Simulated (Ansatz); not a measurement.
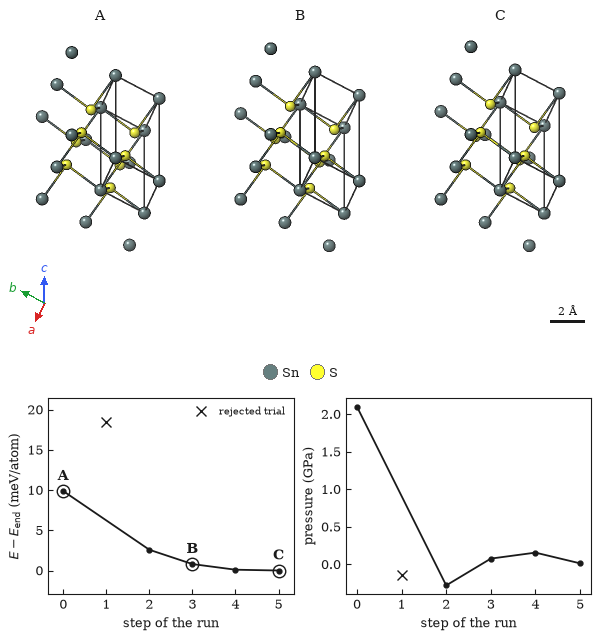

Frames of a relaxation of solid SnS2 (set up in P-3m1), marked on the history of the run. The picture is a ball-and-stick view of the cell of the calculation, repeated 2 × 2 × 1 with one cell outlined, seen from a free direction.

Computed with DFT r2SCAN, scalar-relativistic, plane waves, PAW; settings changed in Ansatz 0.2.0.

The input:
```yaml
crystal:
  lattice:
    - [3.639, 0.0, 0.0]
    - [-1.8195, 3.1514664444, 0.0]
    - [0.0, 0.0, 5.868]
  atoms:
    - { symbol: Sn, position: [0.0, 0.0, 0.0] }
    - { symbol: S, position: [0.3333333333, 0.6666666667, 0.25] }
    - { symbol: S, position: [0.6666666667, 0.3333333333, 0.75] }
basis:
  ecutwfc: 500
kpoints:
  mp_grid: { grid: [6, 6, 4] }
hamiltonian:
  xc: r2scan
scf:
  occupations: { method: gaussian, width: 0.02 }
  mixing: { algorithm: anderson, beta: 0.001, ndim: 1 }
  max_iter: 75
output:
  forces: true
  eigenvalues: true
  stress: true
relax:
  adjacent_minimum: "off"
  f_tol: 0.02
  max_steps: 70
  cell: { stress_tol: 0.1 }
```

Run as
```bash
ansatz run input.yaml --threads 2 --pin off --max-ram 5120MiB --backend cpu --events-out ev --progress --plain --runs-dir out
```

Describe the path.

The run was cut off at its time limit before the program reported convergence, but its last step already meets the force threshold: the largest component is 0.0011 eV/Å against 0.02 eV/Å. The pressure is within 0.01 GPa of its target. The input was poor on purpose: mixing far too weak. The energy falls by 9.9 meV per atom in 4 accepted moves (5 points after the start). The largest force component goes from 0.023 to 0.0011 eV/Å. Pressure: 2.10 GPa at the start and 0.01 GPa at the end. The line search rejected the trial step at point 1 of the run. The largest moves relative to the cell, 0.10 Å, are those of S2 and S3. S3 goes along +c. Sn stays in place. The volume changes by +8.5 %, with a = b 3.639 → 3.675 Å (+1.0 %), c 5.868 → 6.245 Å (+6.4 %). Near-neighbour distances that change, for instance: Sn1–S2 2.562 → 2.576 Å. The space group stays P-3m1 (No. 164). The run took 82 s on 2 threads of Arm Neoverse V2 (shared host), peak memory 0.49 GiB. From step 0 to 3: S atoms move most (0.07 Å), volume +6.4 %, energy −9.1 meV per atom. From step 3 to 5: S atoms move most (0.03 Å), volume +2.0 %, energy −0.8 meV per atom.
